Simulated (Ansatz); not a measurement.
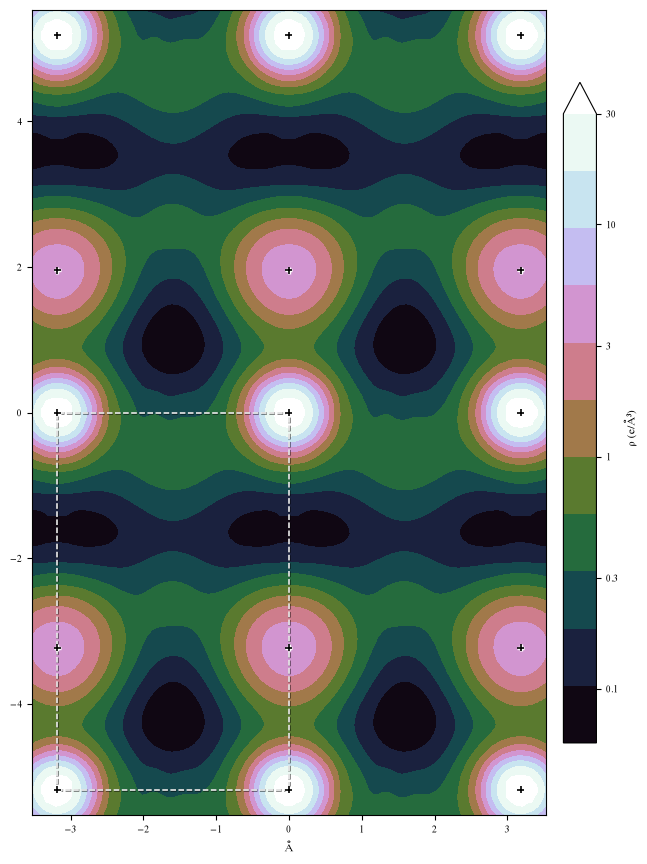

The valence charge density (pseudo) on a plane through atoms (crosses mark nuclei in the plane).

These are results of Ansatz 0.2.0, DFT, PBE, plane waves, PAW, not measurements.

Candidates:
A. GaN, a = 3.18 Å, b = 3.18 Å, c = 5.18 Å, α = 90.00°, β = 90.00°, γ = 120.00°. Space group P6₃mc; started from the wurtzite prototype, which need not be the ambient phase; computed pressure about 6 GPa in this cell.
B. SnO2, a = 4.95 Å, b = 4.95 Å, c = 3.13 Å, α = 90.00°, β = 90.00°, γ = 90.00°. Space group P4₂/mnm; started from the rutile prototype, which need not be the ambient phase; changed on purpose from its base cell (epitaxial xy strain +4.0%).

**Which system is this?**

Candidate A: GaN on the (100) plane of the conventional cell, which holds Ga and N. Ga–N (1.95 Å): the density is about 0.76 e/Å³ at the midpoint.
